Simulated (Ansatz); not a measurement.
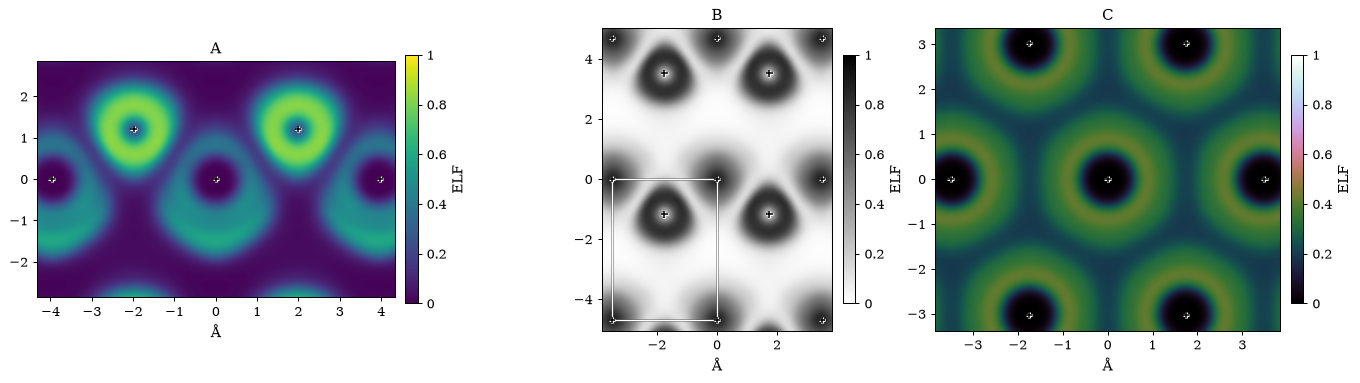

The electron localisation function of 3 systems, each on a plane through atoms (crosses mark nuclei in the plane).

Computed with DFT PBEsol, scalar-relativistic, plane waves, PAW in Ansatz 0.2.0.

System 1: Pb, the (111) plane of the conventional cell. Space group Fm-3m.

```cif
data_structure
_symmetry_space_group_name_H-M 'P 1'
_symmetry_Int_Tables_number 1
_cell_length_a 4.9396
_cell_length_b 4.9396
_cell_length_c 4.9396
_cell_angle_alpha 90.000
_cell_angle_beta 90.000
_cell_angle_gamma 90.000
_cell_volume 120.52
loop_
_atom_site_label
_atom_site_type_symbol
_atom_site_fract_x
_atom_site_fract_y
_atom_site_fract_z
_atom_site_occupancy
Pb1 Pb 0.00000 0.00000 0.00000 1
Pb2 Pb 0.50000 0.50000 0.00000 1
Pb3 Pb 0.50000 0.00000 0.50000 1
Pb4 Pb 0.00000 0.50000 0.50000 1
```

System 2: PbO, the (100) plane of the conventional cell. Space group P4mm; changed on purpose from its base cell (all O atoms moved +0.025 Å, as atom 3 along Cartesian [0 0 1]); not relaxed (largest force 0.3 eV/Å).

System 3: AgO, the (100) plane of the conventional cell. Space group I-4m2; changed on purpose from its base cell (strain +0.025 along x and y, -0.025 along z, atoms carried along); computed pressure about 7 GPa in this cell; computed without spin polarisation.

Q: Match each panel to its system.

A: Panel A is system 2, PbO: the plane holds Pb and O. Pb–O (2.32 Å): the ELF peaks at about 0.85 in the valence shell of O, 0.6 Å from its nucleus, and drops to about 0.20 between the two atoms. Panel B is system 3, AgO: the plane holds Ag and O. Ag–O (2.10 Å): the ELF peaks at about 0.80 in the valence shell of O, 0.6 Å from its nucleus, and drops to about 0.15 between the two atoms; no shared electron pair shows on this line. Panel C is system 1, Pb: the plane holds Pb. Pb–Pb (3.49 Å): the ELF is about 0.20 at the midpoint: no localised pair shows between them.
